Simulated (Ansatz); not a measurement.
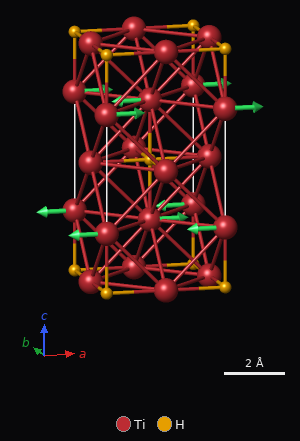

One vibrational mode of a crystal of Ti4H (a generated structure) at the zone centre. The green arrows are the displacements of the atoms (eigenvector over the root of the mass), of arbitrary overall length and sign. A ball-and-stick model of the conventional cell (2 times the calculation's cell), seen slightly off an axis. Lengths and directions refer to the drawn axes.

All numbers below come from Ansatz 0.2.0, DFT PBE, scalar-relativistic, plane waves, PAW.

Input
```yaml
crystal:
  lattice:
    - [-2.0803092387, 2.0803092387, 4.1192104574]
    - [2.0803092387, -2.0803092387, 4.1192104574]
    - [2.0803092387, 2.0803092387, -4.1192104574]
  atoms:
    - { symbol: Ti, position: [0.2509899246, 0.2509899246, 0.0] }
    - { symbol: Ti, position: [0.7490100754, 0.7490100754, 0.0] }
    - { symbol: Ti, position: [0.5, 0.0, 0.5] }
    - { symbol: Ti, position: [0.0, 0.5, 0.5] }
    - { symbol: H, position: [0.0, 0.0, 0.0] }
basis:
  ecutwfc: 420
kpoints:
  mp_grid: { grid: [12, 12, 12] }
hamiltonian:
  xc: pbe
scf:
  occupations: { method: fermi_dirac, width: 0.15 }
output:
  eigenvalues: true
phonons:
  method: dfpt
  eigenvectors: true
```

Command:
```bash
ansatz run input.yaml --threads 1 --pin off --max-ram 2560MiB --backend cpu --events-out ev --progress --plain --runs-dir out
```

The frequencies depend somewhat on the k-mesh and the smearing.

What mode is this, and where does it lie in the spectrum?

Answer. This is the E_g mode (doubly degenerate; one member of the set is drawn) at 210 cm⁻¹, optical level 5 of 8, counted from below, Raman-active by symmetry. The Ti (4c) and H atoms stay at rest; all motion is along a; atoms of one kind move against one another, with no net shift of their sublattice.
